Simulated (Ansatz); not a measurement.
# Calculations on Mg15F32 and related structures

## 1. Relaxation

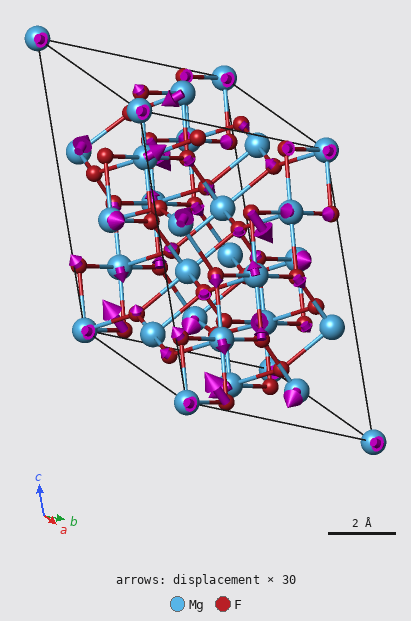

This is a relaxation of a defect cell of composition Mg₁₅F₃₂ (cell charge −1). The starting structure is drawn; purple arrows show the displacements, magnified 30 times.

A ball-and-stick model of the cell of the calculation, seen slightly off an axis.

Case: Mg vacancy (site a), charge -1, atoms relaxed at the host's cell.

Method: Ansatz, DFT PBE, scalar-relativistic, plane waves, PAW. (plane-wave cutoff 420 eV; k-point mesh 2 × 2 × 2; occupations gaussian; smearing width 0.01 eV; mesh shifted by (0.5, 0.5, 0.5); collinear spin; atoms relaxed in a fixed cell; force threshold 0.025 eV/Å; at most 45 steps)

### Which element moves most?

Fluorine: up to 0.041 Å, against 0.028 Å for magnesium.

### Describe the change and its energy.

Over 2 accepted moves (3 points after the start) the energy falls by 81.2 meV per cell of the calculation. Largest force component: 0.54 eV/Å at the start, 0.024 eV/Å at the end. 1 step only repeated the SCF at the same geometry. The largest moves, 0.041 Å, are those of F atoms. Largest moves by element: F 0.041 Å, Mg 0.028 Å. The cell doesn't change. Near-neighbour distances that change, for instance: F–Mg 1.991 → 1.949 Å, F–Mg 1.955 → 1.930 Å, F–Mg 2.046 → 2.068 Å, F–Mg 1.986 → 2.004 Å. Among the angles between lasting bonds that change: F–Mg–F 177.3° → 175.1°, Mg–F–Mg 101.9° → 104.0°.

Limits of the set-up: the cell is charged, on a uniform background, and energies carry no finite-size correction.

## 2. Relaxation

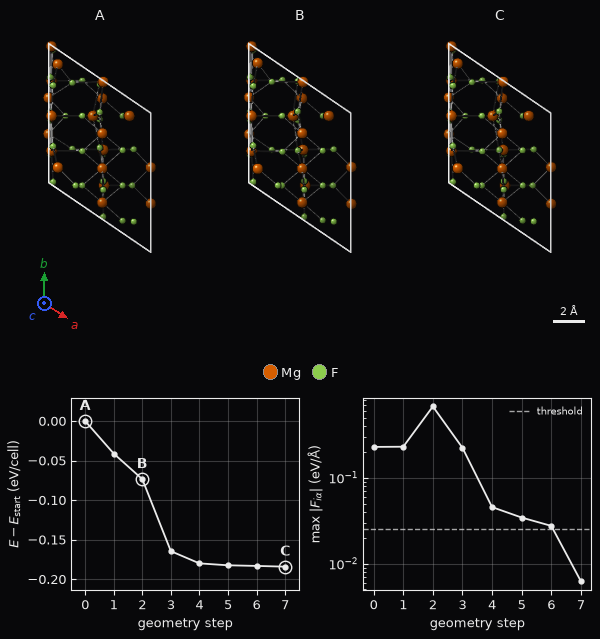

Frames of a relaxation of a defect cell of composition Mg$_{17}$F$_{31}$ (cell charge −1), marked on the history of the run. Style: ball-and-stick. Shown: the cell of the calculation (origin shifted), along the c axis.

Case: Mg on a F site (f), charge -1, atoms relaxed at the host's cell.

Computed with DFT PBE, scalar-relativistic, plane waves, PAW in Ansatz 0.2.0. Settings: plane-wave cutoff 420 eV; k-point mesh 2 × 2 × 2; occupations gaussian; smearing width 0.01 eV; mesh shifted by (0.5, 0.5, 0.5); no spin polarisation; atoms relaxed in a fixed cell; force threshold 0.025 eV/Å; at most 45 steps.

Question: Describe the path.

Answer: The largest moves, 0.17 Å, are those of F atoms. By element the largest moves are F 0.17 Å, Mg 0.07 Å. The cell stays as it was. Some distances before and after: F–Mg 2.126 → 2.278 Å, F–Mg 1.990 → 1.940 Å, F–Mg 2.184 → 2.232 Å, Mg–Mg 2.375 → 2.344 Å. Among the angles between lasting bonds that change: F–Mg–F 85.7° → 94.0°, Mg–F–Mg 132.4° → 140.0°, Mg–F–Mg 108.5° → 102.2°. The energy falls by 0.184 eV per cell of the calculation in 7 geometry steps. The largest force component goes from 0.23 to 0.0062 eV/Å. From step 0 to 2: F atoms move most (0.22 Å), energy −73.5 meV per cell of the calculation. From step 2 to 7: F atoms move most (0.09 Å), energy −0.111 eV per cell of the calculation.

```json
{"step": "0", "E − E(0), meV/atom": "0.00", "largest force component, eV/Å": "0.2282"}
{"step": "1", "E − E(0), meV/atom": "-0.86", "largest force component, eV/Å": "0.2294"}
{"step": "2", "E − E(0), meV/atom": "-1.53", "largest force component, eV/Å": "0.6744"}
{"step": "3", "E − E(0), meV/atom": "-3.43", "largest force component, eV/Å": "0.2227"}
{"step": "4", "E − E(0), meV/atom": "-3.75", "largest force component, eV/Å": "0.0455"}
{"step": "5", "E − E(0), meV/atom": "-3.80", "largest force component, eV/Å": "0.0344"}
{"step": "6", "E − E(0), meV/atom": "-3.82", "largest force component, eV/Å": "0.0275"}
{"step": "7", "E − E(0), meV/atom": "-3.84", "largest force component, eV/Å": "0.0062"}
```

Limits of the set-up: the cell is charged, on a uniform background, and energies carry no finite-size correction.

## 3. Defect

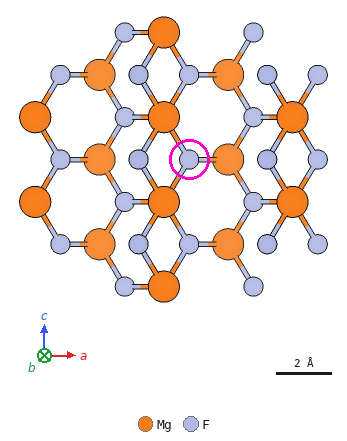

Perfect MgF2. The picture is a ball-and-stick view of the atoms within 6.0 Å of one point, in a slice 4.2 Å thick across the line of sight, seen along the b axis.

Computed with Ansatz 0.2.0, DFT PBE, scalar-relativistic, plane waves, PAW. Settings: plane-wave cutoff 420 eV; k-point mesh 2 × 2 × 2; occupations gaussian; smearing width 0.01 eV; mesh shifted by (0.5, 0.5, 0.5); collinear spin. The cell is small and the k-mesh coarse, so the numbers are rough. A uniform background neutralises the charged cell. The axes drawn are those of the host's conventional cell.

A fluorine atom is replaced by magnesium at the ringed place, in charge state −2. The supercell has 48 sites, and the atoms are relaxed at the host's cell.

Predict the relaxed surroundings of the defect.

Answer. In the host the F atom has 3 Mg at 2.02 Å; the Mg atom ends with 3 Mg at 2.34 to 2.52 Å. Of the host's atoms, a fluorine atom moves furthest from its site, by 0.40 Å. The Mg atom itself moves 0.31 Å from where it was put.

The relaxed defect, seen from the same direction:

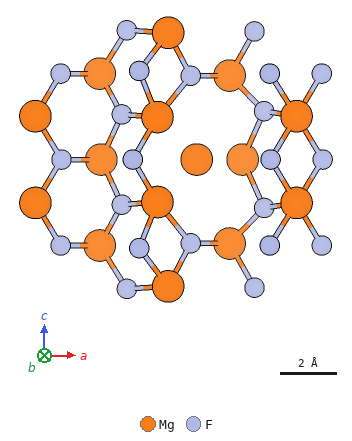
